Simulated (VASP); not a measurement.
Single-point calculation, with input and output: Al15N16 (part 4 of 4)

Continued. System: Al15N16 (defect cell, 31 atoms in the cell). Method: Kohn-Sham DFT of a periodic cell, PBEsol, VASP PAW PBE potentials, recommended, spin-polarised (VASP 6.6.1); cutoff 450 eV, 3×3×2 k-mesh, Gaussian smearing of 0.03 eV, collinear spins. The structure derives from an entry of the Crystallography Open Database.

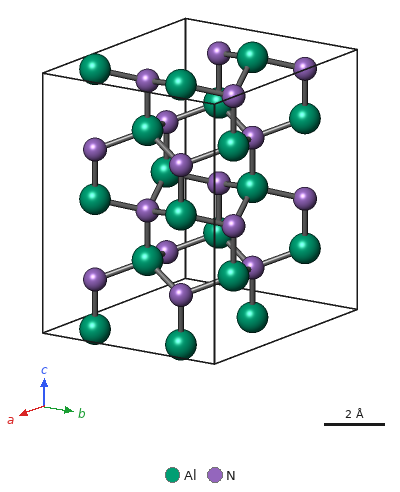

The input geometry (ball-and-stick view of the cell of the calculation, seen at an oblique angle). An atom can appear more than once, as a periodic image.

CONTCAR:
```
Al15N16
   1.00000000000000
     6.2200008609999999    0.0000000000000000    0.0000000000000000
    -3.1100004305000000    5.3866787572000003    0.0000000000000000
     0.0000000000000000    0.0000000000000000    9.9600000000000009
  Al              N
    15    16
Direct
     0.3333333332999970    0.1666666667000030    0.5000000000000000
     0.3333333332999970    0.6666666667000030    0.0000000000000000
     0.3333333332999970    0.6666666667000030    0.5000000000000000
     0.8333333332999970    0.1666666667000030    0.0000000000000000
     0.8333333332999970    0.1666666667000030    0.5000000000000000
     0.8333333332999970    0.6666666667000030    0.0000000000000000
     0.8333333332999970    0.6666666667000030    0.5000000000000000
     0.1666666667000030    0.3333333332999970    0.2500000000000000
     0.1666666667000030    0.3333333332999970    0.7500000000000000
     0.1666666667000030    0.8333333332999970    0.2500000000000000
     0.1666666667000030    0.8333333332999970    0.7500000000000000
     0.6666666667000030    0.3333333332999970    0.2500000000000000
     0.6666666667000030    0.3333333332999970    0.7500000000000000
     0.6666666667000030    0.8333333332999970    0.2500000000000000
     0.6666666667000030    0.8333333332999970    0.7500000000000000
     0.3333333332999970    0.1666666667000030    0.1910000000000025
     0.3333333332999970    0.1666666667000030    0.6910000000000025
     0.3333333332999970    0.6666666667000030    0.1910000000000025
     0.3333333332999970    0.6666666667000030    0.6910000000000025
     0.8333333332999970    0.1666666667000030    0.1910000000000025
     0.8333333332999970    0.1666666667000030    0.6910000000000025
     0.8333333332999970    0.6666666667000030    0.1910000000000025
     0.8333333332999970    0.6666666667000030    0.6910000000000025
     0.1666666667000030    0.3333333332999970    0.4410000000000025
     0.1666666667000030    0.3333333332999970    0.9410000000000025
     0.1666666667000030    0.8333333332999970    0.4410000000000025
     0.1666666667000030    0.8333333332999970    0.9410000000000025
     0.6666666667000030    0.3333333332999970    0.4410000000000025
     0.6666666667000030    0.3333333332999970    0.9410000000000025
     0.6666666667000030    0.8333333332999970    0.4410000000000025
     0.6666666667000030    0.8333333332999970    0.9410000000000025

  0.00000000E+00  0.00000000E+00  0.00000000E+00
  0.00000000E+00  0.00000000E+00  0.00000000E+00
  0.00000000E+00  0.00000000E+00  0.00000000E+00
  0.00000000E+00  0.00000000E+00  0.00000000E+00
  0.00000000E+00  0.00000000E+00  0.00000000E+00
  0.00000000E+00  0.00000000E+00  0.00000000E+00
  0.00000000E+00  0.00000000E+00  0.00000000E+00
  0.00000000E+00  0.00000000E+00  0.00000000E+00
  0.00000000E+00  0.00000000E+00  0.00000000E+00
  0.00000000E+00  0.00000000E+00  0.00000000E+00
  0.00000000E+00  0.00000000E+00  0.00000000E+00
  0.00000000E+00  0.00000000E+00  0.00000000E+00
  0.00000000E+00  0.00000000E+00  0.00000000E+00
  0.00000000E+00  0.00000000E+00  0.00000000E+00
  0.00000000E+00  0.00000000E+00  0.00000000E+00
  0.00000000E+00  0.00000000E+00  0.00000000E+00
  0.00000000E+00  0.00000000E+00  0.00000000E+00
  0.00000000E+00  0.00000000E+00  0.00000000E+00
  0.00000000E+00  0.00000000E+00  0.00000000E+00
  0.00000000E+00  0.00000000E+00  0.00000000E+00
  0.00000000E+00  0.00000000E+00  0.00000000E+00
  0.00000000E+00  0.00000000E+00  0.00000000E+00
  0.00000000E+00  0.00000000E+00  0.00000000E+00
  0.00000000E+00  0.00000000E+00  0.00000000E+00
  0.00000000E+00  0.00000000E+00  0.00000000E+00
  0.00000000E+00  0.00000000E+00  0.00000000E+00
  0.00000000E+00  0.00000000E+00  0.00000000E+00
  0.00000000E+00  0.00000000E+00  0.00000000E+00
  0.00000000E+00  0.00000000E+00  0.00000000E+00
  0.00000000E+00  0.00000000E+00  0.00000000E+00
  0.00000000E+00  0.00000000E+00  0.00000000E+00
```

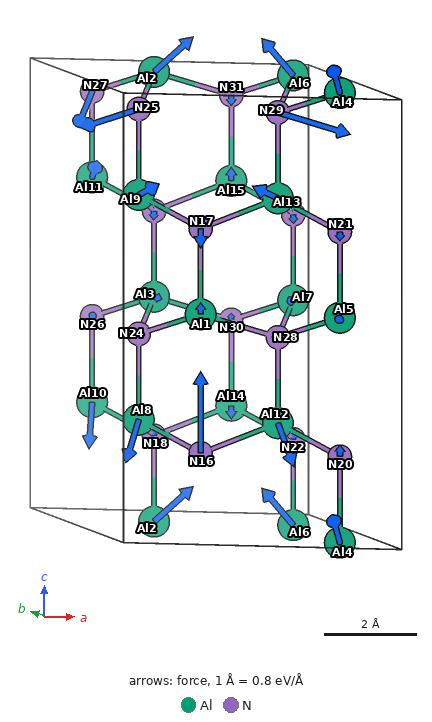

Forces on the atoms as blue arrows (ball-and-stick view of the cell of the calculation, seen slightly off an axis; atoms are numbered from 1 in the order of the input). The largest act on N16 (1.47 eV/Å); N25, N27, N29 (1.44 eV/Å); Al2, Al4, Al6 (0.96 eV/Å); Al8, Al10, Al12 (0.86 eV/Å), among others. The geometry is not a stationary point of this energy.

Key numbers:

- outcome: converged
- electrons treated: 125
- free energy: −236.3286 eV
- gap on the k-point mesh: none (metallic)
- net moment of the cell: 1.22 μB
- pressure: −1.10 GPa
- largest force (length of the vector): 1.469 eV/Å
- wall time: 4.5 min (CPU time 17 min)
- peak memory: 0.62 GiB
